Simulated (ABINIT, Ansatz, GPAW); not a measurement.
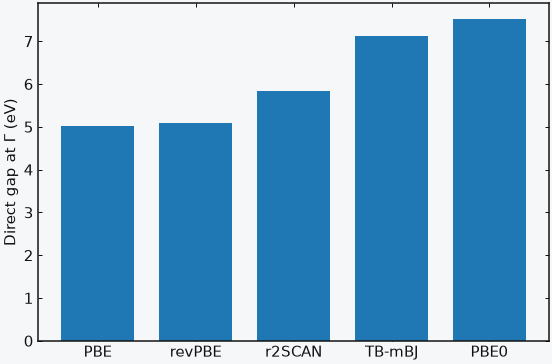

Direct gap at Γ, by several methods on one cell of Al2O3, space group P-6m2, 5 atoms in the cell; a = 2.884 Å, c = 9.337 Å (hexagonal axes). All runs are without spin-orbit coupling and carry no moments. The smallest gap is indirect or lies off these points.

### How do the methods rank at Γ?

From low to high: PBE 5.03, revPBE 5.10, r2SCAN 5.85, TB-mBJ 7.12, PBE0 7.51 eV. Too close to rank are PBE against revPBE (different programs, potentials, meshes and cutoffs).

```csv
method,program,Γ (eV)
PBE,Ansatz,5.03
revPBE,GPAW,5.10
r2SCAN,Ansatz,5.85
TB-mBJ,ABINIT,7.12
PBE0,Ansatz,7.51
```

Settings. PBE: Ansatz PAW, 11×11×3 k mesh, 420 eV cutoff, Gaussian smearing of 0.011 eV (Ansatz). revPBE: the program's PAW data sets (release 1.2.1) made for this functional, 6×6×2 k mesh, 680 eV cutoff, Fermi-Dirac smearing of 0.01 eV (GPAW 26.7.0). r2SCAN: Ansatz PAW, 11×11×3 k mesh, 500 eV cutoff, Fermi-Dirac smearing of 0.05 eV (Ansatz 0.2.0). TB-mBJ: JTH PAW LDA v2.0, 8×8×2 k mesh, 762 eV cutoff, Fermi-Dirac smearing of 0.05 eV (ABINIT). PBE0: Ansatz PAW, 8×8×2 k mesh, 420 eV cutoff, Fermi-Dirac smearing of 0.05 eV (Ansatz).

These are five of the 9 methods that were run on this cell. The runs come from different programs and meshes, which adds differences of its own. The usual form of Al2O3 is corundum. LDA, GGA and most meta-GGA functionals understate gaps. r2SCAN, TB-mBJ and PBE0: the PAW data sets were made with another functional. revPBE: the k mesh is coarse. TB-mBJ: the constant c of TB-mBJ comes from the pseudo density here, which moves gaps by up to 0.3 eV between sets of potentials. Over all k points computed the smallest gap is 4.79 eV in PBE, 4.87 eV in revPBE, 5.63 eV in r2SCAN, 7.05 eV in TB-mBJ and 7.29 eV in PBE0, from the valence top at a point off the named ones to the conduction bottom at Γ, and such a mesh can miss a smaller one.
